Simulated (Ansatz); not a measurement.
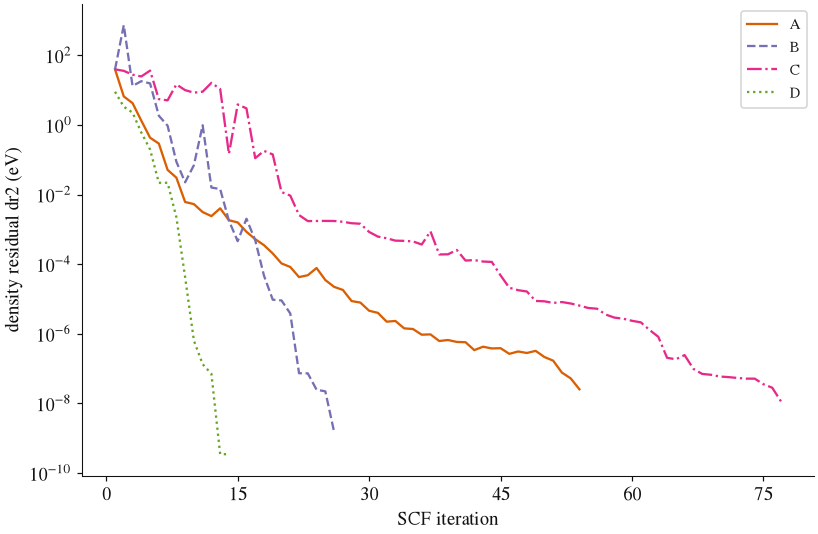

Convergence of one system under several settings.
- system: TiCo₂ (Fd-3m, 6 atoms in the cell)
- method: DFT r2SCAN, scalar-relativistic, plane waves, PAW (Ansatz); cutoff 500 eV, 10×10×10 k-mesh, Gaussian smearing of 0.1 eV, collinear spins

> Match the curves to the settings.
1. scf algorithm: direct_min
2. mixing history: 1 steps
3. mixing beta: 0.02
4. preconditioner: none

A is 2 (mixing history: 1 steps): it converged in 54 iterations.
B is 4 (preconditioner: none): it converged in 26 iterations.
C is 3 (mixing beta: 0.02): it converged in 77 iterations.
D is 1 (scf algorithm: direct_min): it converged in 14 iterations.
